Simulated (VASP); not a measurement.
**Run report: Co, single-point calculation (part 3 of 5)**

Co (P6₃/mmc, 36 atoms in the cell); Kohn-Sham DFT of a periodic cell, LDA, VASP PAW LDA potentials, recommended, spin-polarised (VASP 6.6.1); cutoff 340 eV, 3×3×3 k-mesh, methfessel-paxton of 0.1 eV, collinear spins. The structure derives from a Materials Project entry. It belongs to a series of runs on one base structure; here: grid = ENCUT=340 dk=0.35 cell=3x3x2 ISMEAR=1 SIGMA=0.1 LREAL=Auto EDIFF=1e-06. The settings are looser than a standard set-up, so the numbers are not reference values.

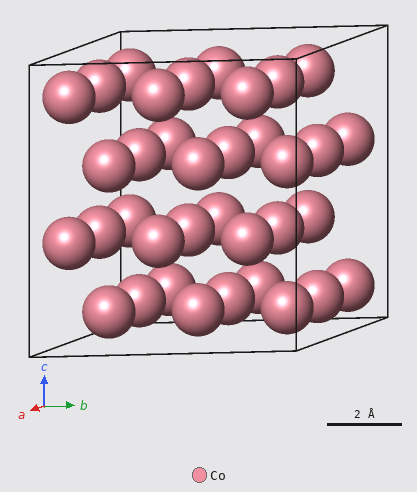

The structure as given in the input (spheres-only view of the cell of the calculation, seen slightly off an axis). An atom can appear more than once, as a periodic image.

Parts of OUTCAR, continued
```
    106       8.1068      1.00000
    107       8.1207      1.00000
    108       8.1207      1.00000
    109       8.1264      1.00000
    110       8.1290      1.00000
    111       8.1465      1.00000
    112       8.1775      1.00000
    113       8.1775      1.00000
    114       8.1878      1.00000
    115       8.2315      1.00000
    116       8.2315      1.00000
    117       8.2343      1.00000
    118       8.2524      1.00000
    119       8.2524      1.00000
    120       8.3082      1.00000
    121       8.3082      1.00000
    122       8.4175      1.00000
    123       8.4187      1.00000
    124       8.4187      1.00000
    125       8.4731      1.00000
    126       8.5736      1.00000
    127       8.5895      1.00000
    128       8.5895      1.00000
    129       8.6088      1.00000
    130       8.6532      1.00000
    131       8.7118      1.00000
    132       8.7118      1.00000
    133       8.7385      1.00000
    134       8.7431      1.00000
    135       8.7830      1.00000
    136       8.7830      1.00000
    137       8.8099      1.00000
    138       8.9258      1.00000
    139       8.9258      1.00000
    140       8.9326      1.00000
    141       8.9681      1.00000
    142       9.0093      1.00000
    143       9.0093      1.00000
    144       9.0124      1.00000
    145       9.1613      1.00000
    146       9.1737      1.00000
    147       9.2011      1.00000
    148       9.2011      1.00000
    149       9.2676      1.00000
    150       9.2676      1.00000
    151       9.2696      1.00000
    152       9.2696      1.00000
    153       9.3124      1.00000
    154       9.3124      1.00000
    155       9.3217      1.00000
    156       9.3217      1.00000
    157       9.4274      1.00000
    158       9.4274      1.00000
    159       9.4468      1.00000
    160       9.4468      1.00000
    161       9.4635      1.00000
    162       9.4635      1.00000
    163       9.5032      1.00000
    164       9.5032      1.00000
    165       9.5170      1.00000
    166       9.5380      1.00000
    167       9.5764      1.00000
    168       9.5764      1.00000
    169       9.6043      1.00000
    170       9.6395      1.00000
    171       9.7042      1.00000
    172       9.7235      1.00000
    173       9.7235      1.00000
    174       9.7471      1.00000

 k-point     6 :       0.3333    0.3333    0.3333
  band No.  band energies     occupation
      1       2.6968      1.00000
      2       2.6968      1.00000
      3       2.6968      1.00000
      4       3.4136      1.00000
      5       3.4136      1.00000
      6       3.4136      1.00000
      7       5.2796      1.00000
      8       5.2796      1.00000
      9       5.2796      1.00000
     10       5.3538      1.00000
     11       5.3538      1.00000
     12       5.3538      1.00000
     13       5.3791      1.00000
     14       5.3791      1.00000
     15       5.3791      1.00000
     16       5.4303      1.00000
     17       5.4303      1.00000
     18       5.4303      1.00000
     19       5.5085      1.00000
     20       5.5085      1.00000
     21       5.5085      1.00000
     22       5.7223      1.00000
     23       5.7223      1.00000
     24       5.7223      1.00000
     25       5.7289      1.00000
     26       5.7289      1.00000
     27       5.7289      1.00000
     28       5.7547      1.00000
     29       5.7547      1.00000
     30       5.7547      1.00000
     31       5.9017      1.00000
     32       5.9017      1.00000
     33       5.9017      1.00000
     34       6.0456      1.00000
     35       6.0456      1.00000
     36       6.0456      1.00000
     37       6.3361      1.00000
     38       6.3361      1.00000
     39       6.3361      1.00000
     40       6.4449      1.00000
     41       6.4449      1.00000
     42       6.4449      1.00000
     43       6.4858      1.00000
     44       6.4858      1.00000
     45       6.4858      1.00000
     46       6.5603      1.00000
     47       6.5603      1.00000
     48       6.5603      1.00000
     49       6.6731      1.00000
     50       6.6731      1.00000
     51       6.6731      1.00000
     52       6.7339      1.00000
     53       6.7339      1.00000
     54       6.7339      1.00000
     55       6.7786      1.00000
     56       6.7786      1.00000
     57       6.7786      1.00000
     58       6.8311      1.00000
     59       6.8311      1.00000
     60       6.8311      1.00000
     61       6.8917      1.00000
     62       6.8917      1.00000
     63       6.8917      1.00000
     64       7.0245      1.00000
     65       7.0245      1.00000
     66       7.0245      1.00000
     67       7.1286      1.00000
     68       7.1286      1.00000
     69       7.1286      1.00000
     70       7.2369      1.00000
     71       7.2369      1.00000
     72       7.2369      1.00000
     73       7.4036      1.00000
     74       7.4036      1.00000
     75       7.4036      1.00000
     76       7.5083      1.00000
     77       7.5083      1.00000
     78       7.5083      1.00000
     79       7.5468      1.00000
     80       7.5468      1.00000
     81       7.5468      1.00000
     82       7.5483      1.00000
     83       7.5483      1.00000
     84       7.5483      1.00000
     85       7.5871      1.00000
     86       7.5871      1.00000
     87       7.5871      1.00000
     88       7.6403      1.00000
     89       7.6403      1.00000
     90       7.6403      1.00000
     91       7.7541      1.00000
     92       7.7541      1.00000
     93       7.7541      1.00000
     94       7.8378      1.00000
     95       7.8378      1.00000
     96       7.8378      1.00000
     97       7.8391      1.00000
     98       7.8391      1.00000
     99       7.8391      1.00000
    100       7.9196      1.00000
    101       7.9196      1.00000
    102       7.9196      1.00000
    103       8.0272      1.00000
    104       8.0272      1.00000
    105       8.0272      1.00000
    106       8.0814      1.00000
    107       8.0814      1.00000
    108       8.0814      1.00000
    109       8.1128      1.00000
    110       8.1128      1.00000
    111       8.1128      1.00000
    112       8.1719      1.00000
    113       8.1719      1.00000
    114       8.1719      1.00000
    115       8.2776      1.00000
    116       8.2776      1.00000
    117       8.2776      1.00000
    118       8.3427      1.00000
    119       8.3427      1.00000
    120       8.3427      1.00000
    121       8.4070      1.00000
    122       8.4070      1.00000
    123       8.4070      1.00000
    124       8.4424      1.00000
    125       8.4424      1.00000
    126       8.4424      1.00000
    127       8.6297      1.00000
    128       8.6297      1.00000
    129       8.6297      1.00000
    130       8.7052      1.00000
    131       8.7052      1.00000
    132       8.7052      1.00000
    133       8.7216      1.00000
    134       8.7216      1.00000
    135       8.7216      1.00000
    136       8.8027      1.00000
    137       8.8027      1.00000
    138       8.8027      1.00000
    139       8.8726      1.00000
    140       8.8726      1.00000
    141       8.8726      1.00000
    142       8.9266      1.00000
    143       8.9266      1.00000
    144       8.9266      1.00000
    145       8.9936      1.00000
    146       8.9936      1.00000
    147       8.9936      1.00000
    148       9.0829      1.00000
    149       9.0829      1.00000
    150       9.0829      1.00000
    151       9.1791      1.00000
    152       9.1791      1.00000
    153       9.1791      1.00000
    154       9.4096      1.00000
    155       9.4096      1.00000
    156       9.4096      1.00000
    157       9.4806      1.00000
    158       9.4806      1.00000
    159       9.4806      1.00000
    160       9.5434      1.00000
    161       9.5434      1.00000
    162       9.5434      1.00000
    163       9.5560      1.00000
    164       9.5560      1.00000
    165       9.5560      1.00000
    166       9.6742      1.00000
    167       9.6742      1.00000
    168       9.6742      1.00000
    169       9.7087      1.00000
    170       9.7087      1.00000
    171       9.7087      1.00000
    172       9.7318      1.00000
    173       9.7318      1.00000
    174       9.7318      1.00000
 Fermi energy:        10.1706536266

 spin component 2

 k-point     1 :       0.0000    0.0000    0.0000
  band No.  band energies     occupation
      1       1.3366      1.00000
      2       3.6541      1.00000
      3       3.6541      1.00000
      4       4.7285      1.00000
      5       4.7285      1.00000
      6       4.7285      1.00000
      7       4.7285      1.00000
      8       4.7285      1.00000
      9       4.7285      1.00000
     10       5.8771      1.00000
     11       5.8771      1.00000
     12       5.8771      1.00000
     13       5.8771      1.00000
     14       5.8771      1.00000
     15       5.8771      1.00000
     16       5.8771      1.00000
     17       5.8771      1.00000
     18       5.8771      1.00000
     19       5.8771      1.00000
     20       5.8771      1.00000
     21       5.8771      1.00000
     22       5.9148      1.00000
     23       6.9231      1.00000
     24       6.9231      1.00000
     25       6.9231      1.00000
     26       6.9231      1.00000
     27       6.9231      1.00000
     28       6.9231      1.00000
     29       7.0978      1.00000
     30       7.0978      1.00000
     31       7.2484      1.00000
     32       7.2484      1.00000
     33       7.2484      1.00000
     34       7.2484      1.00000
     35       7.2484      1.00000
     36       7.2484      1.00000
     37       7.3122      1.00000
     38       7.3122      1.00000
     39       7.3122      1.00000
     40       7.3122      1.00000
     41       7.5287      1.00000
     42       7.5287      1.00000
     43       7.5616      1.00000
     44       7.5616      1.00000
     45       7.5616      1.00000
     46       7.5616      1.00000
     47       7.5821      1.00000
     48       7.5821      1.00000
     49       7.5821      1.00000
     50       7.5821      1.00000
     51       7.8830      1.00000
     52       7.8830      1.00000
     53       7.8830      1.00000
     54       7.8830      1.00000
     55       7.8830      1.00000
     56       7.8830      1.00000
     57       7.8830      1.00000
     58       7.8830      1.00000
     59       7.8830      1.00000
     60       7.8830      1.00000
     61       7.8830      1.00000
     62       7.8830      1.00000
     63       8.1681      1.00000
     64       8.1681      1.00000
     65       8.1681      1.00000
     66       8.1681      1.00000
     67       8.1681      1.00000
     68       8.1681      1.00000
     69       8.4298      1.00000
     70       8.4298      1.00000
     71       8.4298      1.00000
     72       8.4298      1.00000
     73       8.5598      1.00000
     74       8.5598      1.00000
     75       8.7393      1.00000
     76       8.7393      1.00000
     77       8.7393      1.00000
     78       8.7393      1.00000
     79       9.0739      1.00000
     80       9.0743      1.00000
     81       9.0743      1.00000
     82       9.0743      1.00000
     83       9.0743      1.00000
     84       9.1347      1.00000
     85       9.1347      1.00000
     86       9.1580      1.00000
     87       9.1580      1.00000
     88       9.1580      1.00000
     89       9.1580      1.00000
     90       9.1580      1.00000
     91       9.1580      1.00000
     92       9.2006      1.00000
     93       9.2006      1.00000
     94       9.2006      1.00000
     95       9.2006      1.00000
     96       9.2006      1.00000
     97       9.2006      1.00000
     98       9.2935      1.00000
     99       9.2935      1.00000
    100       9.2935      1.00000
    101       9.2935      1.00000
    102       9.2935      1.00000
    103       9.2935      1.00000
    104       9.3302      1.00000
    105       9.3302      1.00000
    106       9.3302      1.00000
    107       9.3302      1.00000
    108       9.3302      1.00000
    109       9.3302      1.00000
    110       9.3302      1.00000
    111       9.3302      1.00000
    112       9.3302      1.00000
    113       9.3302      1.00000
    114       9.3302      1.00000
    115       9.3302      1.00000
    116       9.4989      1.00000
    117       9.4989      1.00000
    118       9.7884      1.00000
    119       9.7884      1.00000
    120       9.9189      1.00107
    121       9.9189      1.00107
    122       9.9189      1.00107
    123       9.9189      1.00107
    124       9.9577      1.00514
    125       9.9577      1.00514
    126      10.0068      1.02129
    127      10.0068      1.02129
    128      10.0068      1.02129
    129      10.0068      1.02129
    130      10.0068      1.02129
    131      10.0068      1.02129
    132      10.0068      1.02129
    133      10.0068      1.02129
    134      10.0068      1.02129
    135      10.0068      1.02129
    136      10.0068      1.02129
    137      10.0068      1.02129
    138      10.1932      0.31443
    139      10.7420     -0.00000
    140      10.7420     -0.00000
    141      10.7420     -0.00000
    142      10.7420     -0.00000
    143      10.7420     -0.00000
    144      10.7420     -0.00000
    145      10.8054     -0.00000
    146      10.8054     -0.00000
    147      10.8054     -0.00000
    148      10.8054     -0.00000
    149      10.8054     -0.00000
    150      10.8054     -0.00000
    151      10.8367     -0.00000
    152      10.8367     -0.00000
    153      10.8367     -0.00000
    154      10.8367     -0.00000
    155      10.9036     -0.00000
    156      10.9036     -0.00000
    157      10.9036     -0.00000
    158      10.9036     -0.00000
    159      10.9036     -0.00000
    160      10.9036     -0.00000
    161      11.0288     -0.00000
    162      11.0288     -0.00000
    163      11.0288     -0.00000
    164      11.0288     -0.00000
    165      11.0367     -0.00000
    166      11.0367     -0.00000
    167      11.0367     -0.00000
    168      11.0367     -0.00000
    169      11.0367     -0.00000
    170      11.0367     -0.00000
    171      11.0367     -0.00000
    172      11.0367     -0.00000
    173      11.0367     -0.00000
    174      11.0367     -0.00000

 k-point     2 :       0.3333   -0.0000    0.0000
  band No.  band energies     occupation
      1       1.7765      1.00000
      2       3.0163      1.00000
      3       4.0338      1.00000
      4       4.0338      1.00000
      5       4.1338      1.00000
      6       4.1338      1.00000
      7       4.9990      1.00000
      8       4.9990      1.00000
      9       5.7199      1.00000
     10       5.7199      1.00000
     11       5.7199      1.00000
     12       5.7199      1.00000
     13       5.7658      1.00000
     14       5.7658      1.00000
     15       6.0608      1.00000
     16       6.1300      1.00000
     17       6.1300      1.00000
     18       6.2081      1.00000
     19       6.2745      1.00000
     20       6.2745      1.00000
     21       6.2745      1.00000
     22       6.2745      1.00000
     23       6.6299      1.00000
     24       6.8202      1.00000
     25       6.8206      1.00000
     26       6.8206      1.00000
     27       6.8724      1.00000
     28       6.8724      1.00000
     29       6.8724      1.00000
     30       6.8724      1.00000
     31       6.8912      1.00000
     32       6.9468      1.00000
     33       6.9468      1.00000
     34       7.0541      1.00000
     35       7.0541      1.00000
     36       7.0600      1.00000
     37       7.0600      1.00000
     38       7.1513      1.00000
     39       7.1513      1.00000
     40       7.1877      1.00000
     41       7.1877      1.00000
     42       7.5180      1.00000
     43       7.5180      1.00000
     44       7.6971      1.00000
     45       7.6971      1.00000
     46       7.7304      1.00000
     47       7.7304      1.00000
     48       7.8838      1.00000
     49       7.8838      1.00000
     50       7.8838      1.00000
     51       7.8838      1.00000
     52       7.9598      1.00000
     53       7.9598      1.00000
     54       7.9777      1.00000
     55       8.0169      1.00000
     56       8.0169      1.00000
     57       8.0206      1.00000
     58       8.0206      1.00000
     59       8.0206      1.00000
     60       8.0206      1.00000
     61       8.0226      1.00000
     62       8.0226      1.00000
     63       8.0226      1.00000
     64       8.0226      1.00000
     65       8.1066      1.00000
     66       8.1066      1.00000
     67       8.2924      1.00000
     68       8.3603      1.00000
     69       8.3868      1.00000
     70       8.3868      1.00000
     71       8.5844      1.00000
     72       8.5844      1.00000
     73       8.5844      1.00000
     74       8.5844      1.00000
     75       8.7042      1.00000
     76       8.7042      1.00000
     77       8.7338      1.00000
     78       8.7505      1.00000
     79       8.7505      1.00000
     80       8.7505      1.00000
     81       8.7505      1.00000
     82       8.8869      1.00000
     83       8.8869      1.00000
     84       8.8966      1.00000
     85       8.8966      1.00000
     86       8.9913      1.00000
     87       8.9913      1.00000
     88       9.0160      1.00000
     89       9.0160      1.00000
     90       9.0210      1.00000
     91       9.0713      1.00000
     92       9.0713      1.00000
     93       9.0769      1.00000
     94       9.0809      1.00000
     95       9.0834      1.00000
     96       9.0834      1.00000
     97       9.1018      1.00000
     98       9.2226      1.00000
     99       9.2226      1.00000
    100       9.2226      1.00000
    101       9.2226      1.00000
    102       9.2391      1.00000
    103       9.2391      1.00000
    104       9.2556      1.00000
    105       9.2556      1.00000
    106       9.3265      1.00000
    107       9.3520      1.00000
    108       9.3520      1.00000
    109       9.3611      1.00000
    110       9.4437      1.00000
    111       9.4519      1.00000
    112       9.5034      1.00000
    113       9.5785      1.00000
    114       9.5785      1.00000
    115       9.5932      1.00000
    116       9.6142      1.00000
    117       9.6142      1.00000
    118       9.6878      1.00000
    119       9.6878      1.00000
    120       9.6998      1.00000
    121       9.8143      1.00000
    122       9.8646      1.00007
    123       9.8959      1.00036
    124       9.8959      1.00036
    125       9.8959      1.00036
    126       9.8959      1.00036
    127       9.9377      1.00240
    128       9.9723      1.00843
    129       9.9847      1.01224
    130       9.9847      1.01224
    131       9.9847      1.01224
    132       9.9847      1.01224
    133      10.0638      1.03088
    134      10.0638      1.03088
    135      10.0660      1.02930
    136      10.0660      1.02930
    137      10.0660      1.02930
    138      10.0660      1.02930
    139      10.0913      0.98826
    140      10.0913      0.98826
    141      10.2339      0.06599
    142      10.3225     -0.02680
    143      10.3225     -0.02680
    144      10.5687     -0.00000
    145      10.5687     -0.00000
    146      10.7975     -0.00000
    147      10.7975     -0.00000
    148      10.8083     -0.00000
    149      10.8083     -0.00000
    150      10.8128     -0.00000
    151      10.8128     -0.00000
    152      10.8248     -0.00000
```
